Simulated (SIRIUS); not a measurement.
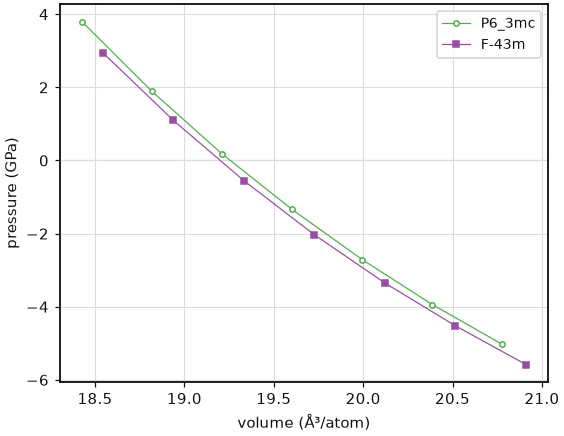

The figure shows the pressure against volume, with one curve for each structure, for ZnS.

How it was computed, with SIRIUS 7.12.0: plane-wave DFT, no spin polarisation; energies at scaled volumes of the given cell, shape and fractions fixed, counted from the fit's minimum, third-order Birch-Murnaghan fit. Level: PBEsol.

occupations Fermi–Dirac; smearing width 0.05 eV; potentials dojo sr pbesol 0.4.1 standard; wave cutoff 1152 eV; density cutoff 4606 eV.

Settings that differ: P6_3mc: k mesh 8×8×5; F-43m: k mesh 9×9×9.

Question: Order the curves by fitted equilibrium volume, smallest first.

Answer: F-43m 19.196, P6_3mc 19.256 Å³/atom.

Question: For P6_3mc: what does the pressure do across the range?

Answer: It falls from 3.80 GPa at volume 18.43 Å³/atom to −5.03 GPa at 20.78 Å³/atom, and changes sign near 19.26 Å³/atom.

Question: For F-43m: read off the course of the pressure.

Answer: It falls from 2.95 GPa at volume 18.54 Å³/atom to −5.58 GPa at 20.91 Å³/atom, and changes sign near 19.20 Å³/atom.

Keep in mind: shape and atomic fractions are frozen while scaling, which makes layered, chain and framework solids too stiff.
